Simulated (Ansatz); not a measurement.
System: SiO₂, space group I-42d (No. 122).

The given structure:
```yaml
crystal:
  lattice:
    - [-2.46327, 2.46327, 3.64208]
    - [2.46327, -2.46327, 3.64208]
    - [2.46327, 2.46327, -3.64208]
  atoms:
    - { symbol: Si, position: [0.00000, 0.00000, 0.00000] }
    - { symbol: Si, position: [0.75000, 0.25000, 0.50000] }
    - { symbol: O, position: [0.97420, 0.62500, 0.84920] }
    - { symbol: O, position: [0.37500, 0.22420, 0.34920] }
    - { symbol: O, position: [0.77580, 0.12500, 0.15080] }
    - { symbol: O, position: [0.87500, 0.02580, 0.65080] }
```

Method: elastic stress-strain coefficients at zero temperature from small strains of the given cell, Voigt order xx yy zz yz xz xy, Cartesian axes of the cell vectors; plane waves with PAW datasets, Γ-centred k mesh (Ansatz 0.2.0). Level: LDA, no spin polarisation.

wave cutoff 420 eV; k mesh 8×8×8; occupations fixed; ions clamped; strain amplitude 0.002.

Describe the result: the Young's modulus as a function of direction in the xy, xz and yz planes.

Over all directions E runs from 75 to 346 GPa, a ratio of 4.6, a strong anisotropy. E is 170 GPa along x, 170 GPa along y and 75 GPa along z, and 314 GPa along the body diagonal x + y + z. The Hill averages are K = 167 GPa and G = 94 GPa with the ions clamped, Poisson's ratio 0.26; K/G = 1.78.

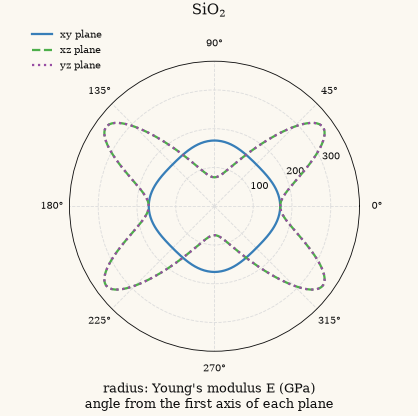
